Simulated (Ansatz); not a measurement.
Si$_{6}$O (slab)

The calculation's input:

```
crystal:
  lattice:
    - [3.8510821442, 0.0, 0.0]
    - [-1.9255410721, 3.3351349689, 0.0]
    - [0.0, 0.0, 22.5320436023]
  atoms:
    - { symbol: Si, position: [0.6666666667, 0.3333333333, 0.1775249538] }
    - { symbol: Si, position: [0.3333333333, 0.6666666667, 0.2130781088] }
    - { symbol: Si, position: [0.3333333333, 0.6666666667, 0.3187611744] }
    - { symbol: Si, position: [0.6666666667, 0.3333333333, 0.3526876124] }
    - { symbol: Si, position: [0.6666666667, 0.3333333333, 0.4598253233] }
    - { symbol: Si, position: [0.3333333333, 0.6666666667, 0.4896157578] }
    - { symbol: O, position: [0.6666666667, 1.3333333333, 0.528755709], spin: 2.0 }
basis:
  ecutwfc: 420
kpoints:
  mp_grid: { grid: [9, 9, 1] }
hamiltonian:
  xc: pbe
  pseudopotentials: { kind: paw, azcp: { folder: soft_1 } }
scf:
  occupations: { method: gaussian, width: 0.05 }
output:
  forces: true
  eigenvalues: true
  populations: true
  write_density: true
  write_potential: true
  elf: true
  volumetric_format: npy
magnetization:
  spin_polarized: true
relax:
  adjacent_minimum: "off"
  f_tol: 0.025
  max_steps: 16
  constraints: [{ sites: [0, 1, 2, 3, 4, 5] }, { sites: [6], fix: xy }]
efield:
  axis: 3
  dipole_correction: true
  ramp_width: 0.04
```

Command:

```sh
ansatz run input.yaml --threads 1 --pin off --max-ram 3072MiB --backend cpu --events-out ev --progress --plain --runs-dir out
```

The fields are those of the run's last geometry, not of the input's.

A point of a scan over the structure, not its minimum; not relaxed (largest force 0.6 eV/Å); PAW files of the earlier set (soft_1); spin-polarised.

Level of theory: DFT PBE, scalar-relativistic, plane waves, PAW (Ansatz).

> Predict the valence pseudo-density and electron localisation function between the atoms.

Si–O (1.71 Å): ρ is about 1.1 e/Å³ halfway; the ELF peaks at about 0.85 between the atoms.
Si–Si (2.41 Å): ρ is about 0.49 e/Å³ halfway; the ELF peaks at about 0.90 between the atoms.

> Does the calculation give a band gap?

It is metallic or semimetallic at this level of theory: no gap opens.

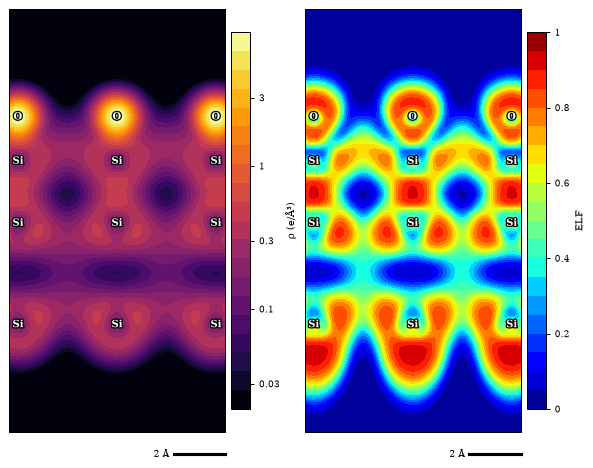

Computed valence pseudo-density and electron localisation function on the (010) plane of the calculation cell, a cut from vacuum to vacuum, in this order. 

The density is the valence pseudo-density of a PAW calculation; it isn't the true density close to the nuclei.
